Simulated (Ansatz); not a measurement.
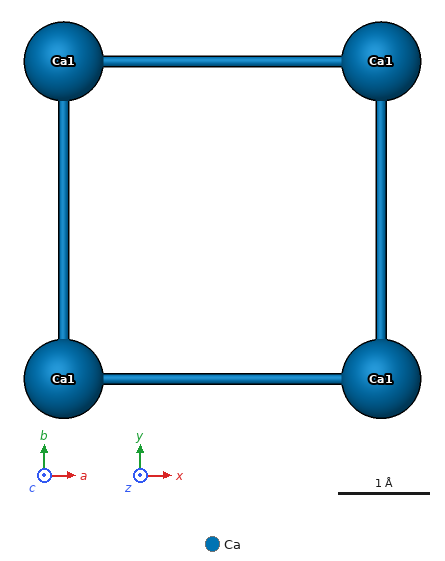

Energy scan for solid Ca (Pm-3m), in which the cell is strained along x alone, with the atoms kept at their fractional coordinates. x, y and z are the Cartesian axes of the input. The picture shows the reference cell. Style: ball-and-stick. Shown: the cell of the calculation, along the c axis.

Theory: Ansatz 0.2.0, DFT LDA, scalar-relativistic, plane waves, PAW. (plane-wave cutoff 420 eV; k-point mesh 14 × 14 × 14; occupations gaussian; smearing width 0.15 eV; no spin polarisation). Energies (free energies at the smearing named) are counted from the cell as listed in its source, which wasn't relaxed.

The input:
```yaml
crystal:
  lattice:
    - [3.48865634, 0.0, 0.0]
    - [0.0, 3.48865634, 0.0]
    - [0.0, 0.0, 3.48865634]
  atoms:
    - { symbol: Ca, position: [0.0, 0.0, 0.0] }
basis:
  ecutwfc: 420
kpoints:
  mp_grid: { grid: [14, 14, 14] }
hamiltonian:
  xc: lda
scf:
  occupations: { method: gaussian, width: 0.15 }
output:
  forces: true
  stress: true
  eigenvalues: true
```

**Predict the energy profile (the strain: −0.0600, −0.0450, −0.0300, −0.0150, 0.0000, 0.0150, 0.0300, 0.0450, 0.0525, 0.0600).**

| strain | E − E(ref) (meV/atom) |
| --- | --- |
| −0.0600 | 4.8 |
| −0.0450 | −1.7 |
| −0.0300 | −4.3 |
| −0.0150 | −3.5 |
| 0.0000 | 0.0 |
| 0.0150 | 5.8 |
| 0.0300 | 13.7 |
| 0.0450 | 23.4 |
| 0.0525 | 28.9 |
| 0.0600 | 34.8 |

Of the computed points the lowest is at the strain −0.03, −4.3 meV/atom. The unrelaxed reference is under a pressure of −1.2 GPa, which tilts the curve. The distortion takes the space group from Pm-3m to P4/mmm. At the strain −0.06 the cell of the drawing goes a 3.489 → 3.279 Å.

As a plot:

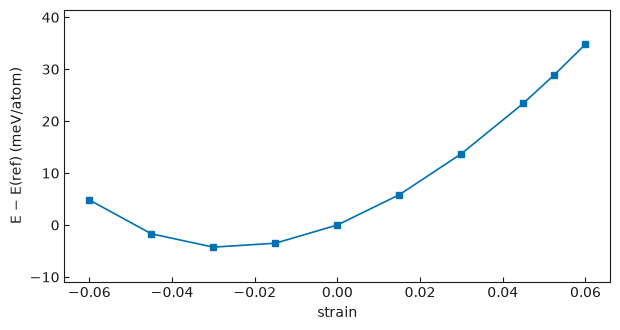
